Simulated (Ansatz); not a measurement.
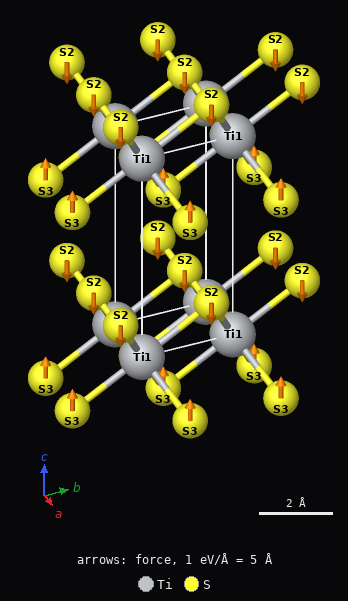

Starting geometry of solid TiS2 (set up in P-3m1) with the computed forces as orange arrows. A ball-and-stick model of the cell of the calculation, seen slightly off an axis.

These are results of Ansatz 0.2.0, DFT PBE+D3(BJ), scalar-relativistic, plane waves, PAW, not measurements.

The input:
```yaml
crystal:
  lattice:
    - [3.4120005726, 0.0, 0.0]
    - [-1.7060002863, 2.9548791736, 0.0]
    - [0.0, 0.0, 5.695]
  atoms:
    - { symbol: Ti, position: [0.0, 0.0, 0.0] }
    - { symbol: S, position: [0.3333333333, 0.6666666667, 0.25] }
    - { symbol: S, position: [0.6666666667, 0.3333333333, 0.75] }
basis:
  ecutwfc: 420
kpoints:
  mp_grid: { grid: [12, 12, 8] }
hamiltonian:
  xc: pbe
  dispersion: d3bj
scf:
  occupations: { method: gaussian, width: 0.1 }
output:
  forces: true
  stress: true
  eigenvalues: true
relax:
  adjacent_minimum: "off"
  f_tol: 0.005
  max_steps: 80
  cell: { stress_tol: 0.05 }
```

Run as
```bash
ansatz run input.yaml --threads 4 --pin off --max-ram 10240MiB --backend cpu --events-out ev --progress --plain --runs-dir out
```

Q: Is this structure relaxed? If not, where do the atoms go?

A: It isn't relaxed: the largest force vector, on S atoms, is 0.13 eV/Å. Measured relative to the changing cell, the final displacements run against the starting forces (cosine between the two patterns −1.00). After 4 accepted moves (5 points after the start) the energy has fallen by 8.5 meV per atom. The largest force component goes from 0.13 to 0.00056 eV/Å. The pressure goes from −2.92 to 0.00 GPa. At 1 point the geometry stayed and the basis and grid were re-selected for the new cell (energy shift of 0.1 meV per atom at most each time). The largest moves relative to the cell, 0.048 Å, are those of S2 and S3. S3 goes along −c. Ti stays in place. The drawn cell changes as follows: a = b 3.412 → 3.359 Å (−1.6 %), c 5.695 → 5.524 Å (−3.0 %); the volume changes by −6.0 %. Near-neighbour distances that change, for instance: Ti1–S2 2.431 → 2.409 Å. The space group stays P-3m1 (No. 164). Cost: 10 s on 4 threads of Arm Neoverse V1, with other jobs on the host, peak memory 0.44 GiB.
